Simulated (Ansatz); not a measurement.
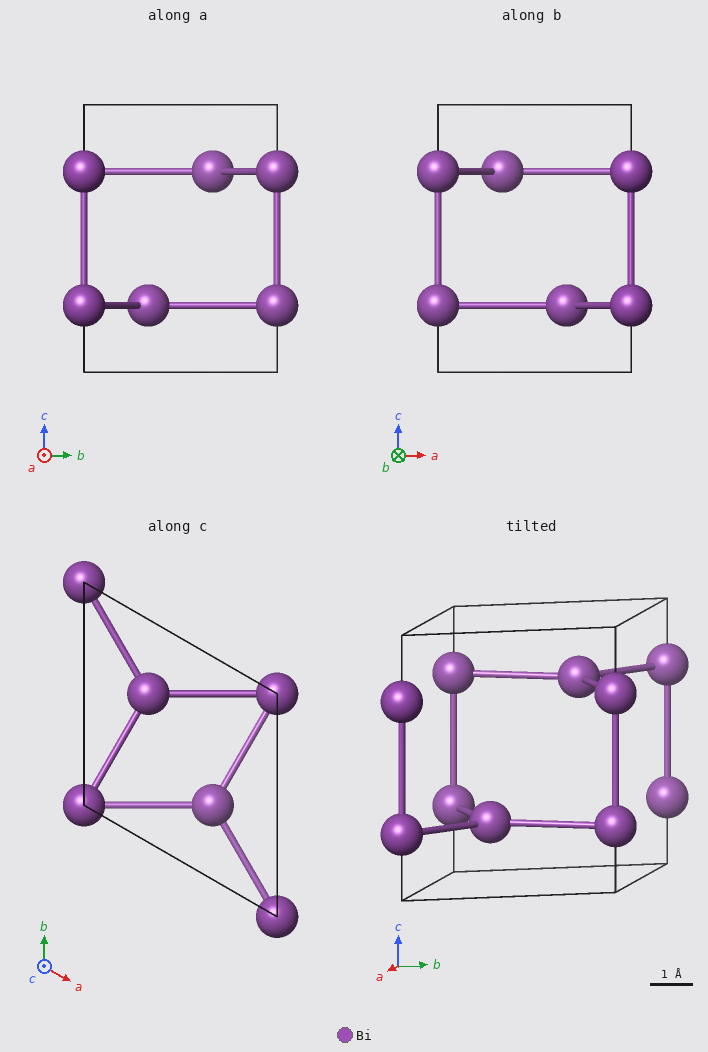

The image is a ball-and-stick drawing of a crystal, viewed along the a axis, along the b axis, along the c axis and slightly off an axis. Thin lines show the conventional unit cell, with boundary atoms drawn in all their periodic places.

Lattice parameters: a = 5.404 Å, b = 5.404 Å, c = 6.492 Å, α = 90.00°, β = 90.00°, γ = 120.00°. Put a along x and b in the xy plane.

Q: Express the structure as a POSCAR file.

A:
```
Bi
1.0
     5.404    0.000    0.000
    -2.702    4.680    0.000
     0.000    0.000    6.492
Bi
4
Direct
  0.0000 0.0000 0.2500
  0.0000 0.0000 0.7500
  0.3333 0.6667 0.7500
  0.6667 0.3333 0.2500
```

The cell started as a textbook structure type filled with this element (whether it is the usual form wasn't checked). The structure drawn was relaxed with Ansatz 0.2.0, DFT PBE, scalar-relativistic, plane waves, PAW.
